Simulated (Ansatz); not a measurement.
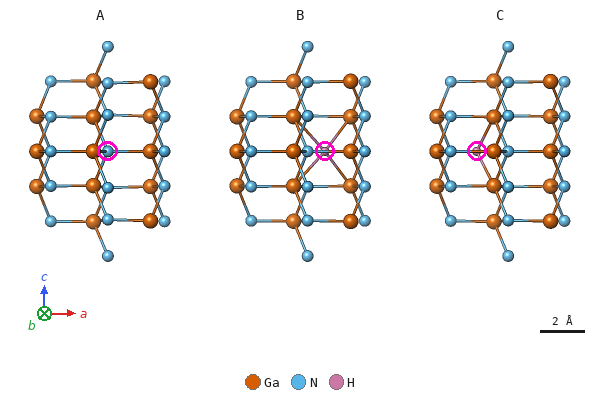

3 geometries from a converged minimum-energy path of a defect cell of composition Ga6HN6 (13 atoms in the cell), shuffled. A ball-and-stick model of the atoms within 4.9 Å of the middle of the path, seen along the b axis. The moving atom is ringed, with any periodic copies. Bonds to atoms that aren't drawn are left out.

Computed with DFT PBE, scalar-relativistic, plane waves, PAW in Ansatz 0.2.0. Set-up: plane-wave cutoff 420 eV; k-point mesh 3 × 3 × 3; Gaussian smearing 0.02 eV; spin collinear; 5 movable images; climbing image.

> Which frame is the top of the path?

A. In order along the path, whose images run from 0 to 6: B (image 1, +0.11 eV), A (image 3, +0.55 eV), C (image 6, 0.00 eV). The H atom travels furthest, 2.62 Å from end to end, along −a, on a straight line. At the highest image its nearest neighbour (Ga) is 1.94 Å away, against 1.99 Å at the start, and the surrounding atoms stand up to 0.06 Å off the mean of their end positions.

Limits of the set-up: the k-point mesh is coarse for a cell with partly filled bands; the periodic images lie only 5.2 Å apart, so the values are limited by the cell's size.
